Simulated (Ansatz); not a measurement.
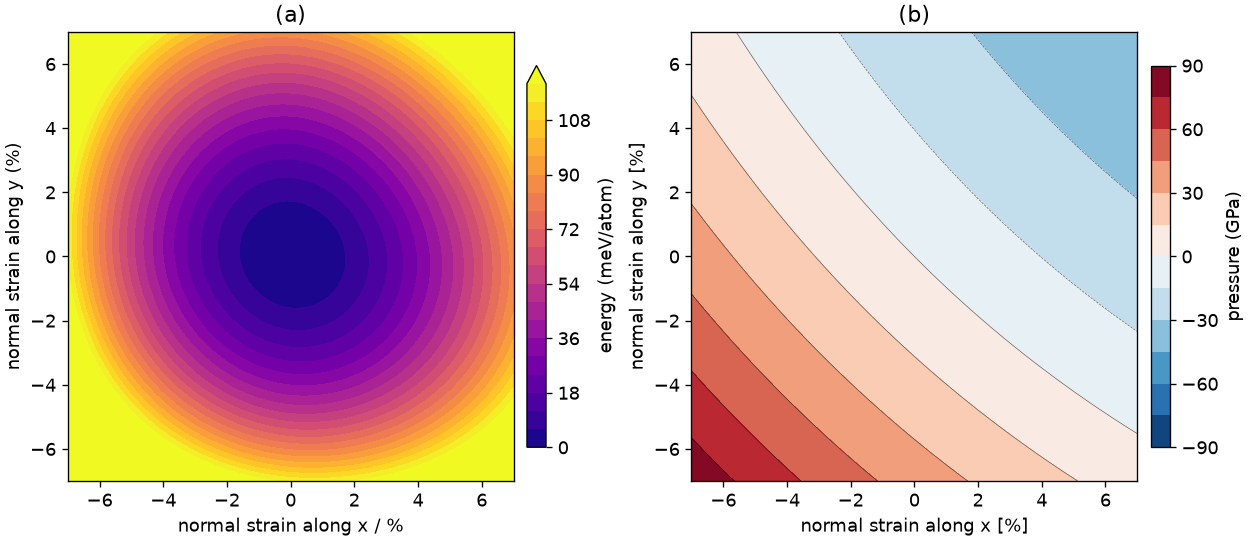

C (R-3m, No. 166; 10 atoms in the cell). The energy is mapped over two homogeneous strains (x along [1 0 0], y along [1 2 0], z along [0 0 1] of the conventional cell). First axis: normal strain along x. Second axis: normal strain along y. Nothing is relaxed (fractional coordinates fixed). The scan uses a 5 × 5 grid. Points are written as (first, second). All energies are given in meV/atom relative to the lowest grid point. Computed with Ansatz 0.2.0, DFT PBE, scalar-relativistic, plane waves, PAW. Settings: cutoff 520 eV, k-mesh 12×12×12, gaussian smearing 0.05 eV, no spin polarisation.

Panel (a) is the energy and panel (b) the computed pressure on the same grid.

The picture shows filled contours, one colour for all values above the top of the scale. Between grid points the surface is interpolated.

### How does the pressure vary over the map, and what is it at the lowest grid point?

It runs from −43 GPa at (7.0 %, 7.0 %) to 86 GPa at (−7.0 %, −7.0 %). At the lowest grid point, (0.0 %, 0.0 %), it is 0 GPa.

PAW datasets: the set soft_1.
